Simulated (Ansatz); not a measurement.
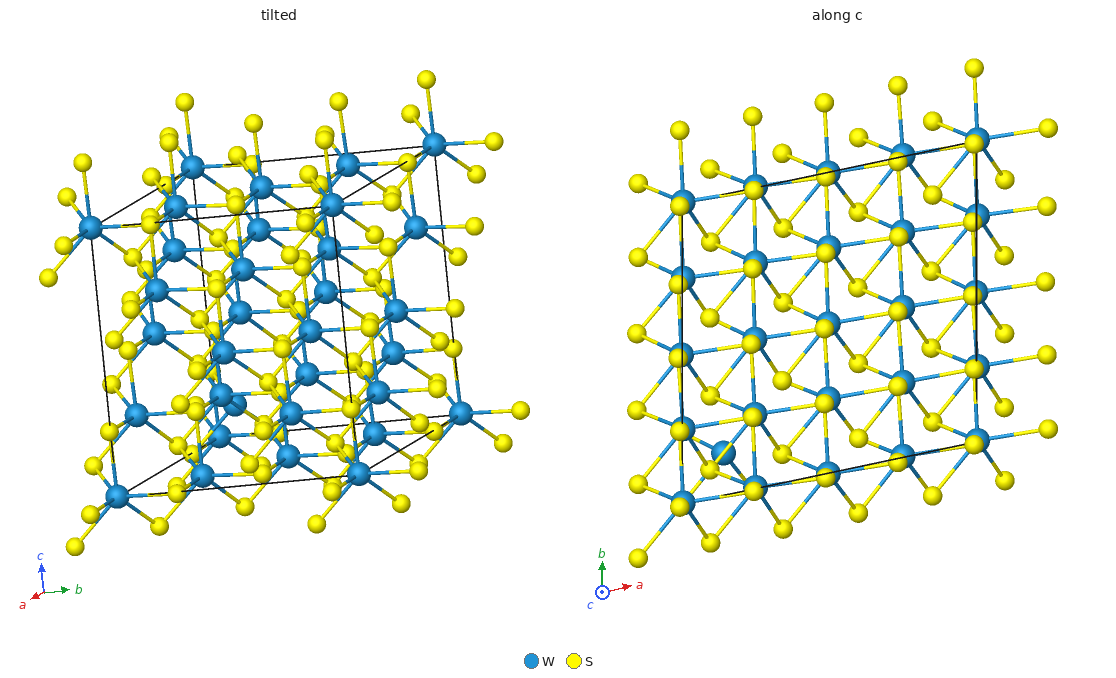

Ball-and-stick drawing of the structure, looking slightly off an axis and along the c axis. The simulation cell is outlined; an atom on or near a face, edge or corner is repeated at each equivalent position. A few atoms beyond the faces are included. Cell: a = 10.491 Å, b = 10.491 Å, c = 10.491 Å, α = 74.85°, β = 74.85°, γ = 74.85°.

Caption:

- The solid is W17S32.
- The structure has R3m (No. 160) symmetry and a rhombohedral (trigonal R) lattice.
- Counting shared atoms by their share gives 17 W, 32 S, or 49 atoms.
- Within bonding distance, the neighbour counts come to W 3 to 6 (mean 5.8) and S 3 to 4 (mean 3.1). Not all metal-metal contacts are counted.

The model was built from a structure listed in the Materials Project, repeated into a supercell with a point defect put in. The atoms were relaxed in a fixed cell with DFT PBE, scalar-relativistic, plane waves, PAW in Ansatz.
